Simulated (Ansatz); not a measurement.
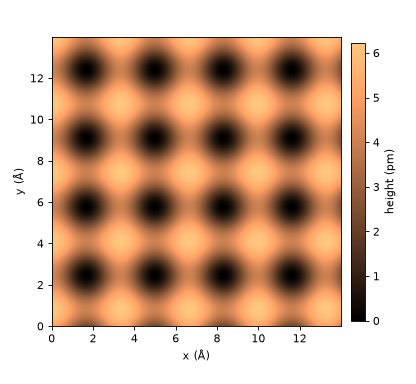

Simulated STM image (constant-current image at a set point of 7.4 × 10⁻⁴ e/Å³, sample bias +1.50 V).

Model: Tersoff–Hamann, s-wave tip, no tip–sample forces. Bias windows are sharp sums over the levels of the k mesh.

Q: What is the lattice of this pattern?

A: The pattern repeats on a square lattice with shortest vectors of 3.3 Å at 90°, a cell of 11.1 Å².

The surface:

Nb(100) (Im-3m bulk, 7 atomic planes (those closer than 0.6 Å count as one), 10 Å). The brightest spots lie over the top Nb atoms; the darkest points are over the Nb atoms 1.4 Å below the top plane. So weak a contrast (6 pm) depends on the k-mesh and on the tip.

Computed with Ansatz, DFT PBE, scalar-relativistic, plane waves, PAW. Cutoff 420 eV, 18 × 18 k-points, Gaussian smearing 0.1 eV, dipole correction. The slab is a cut without reconstruction beyond its cell, at the source's lattice constants, with its lower half held fixed and the rest relaxed. No spin polarisation. The run couldn't confirm all of its levels under its output density. The run warns that the functional's potential is rough in the thin density of the vacuum, where the tip is; weak contrasts and barriers may feel it.
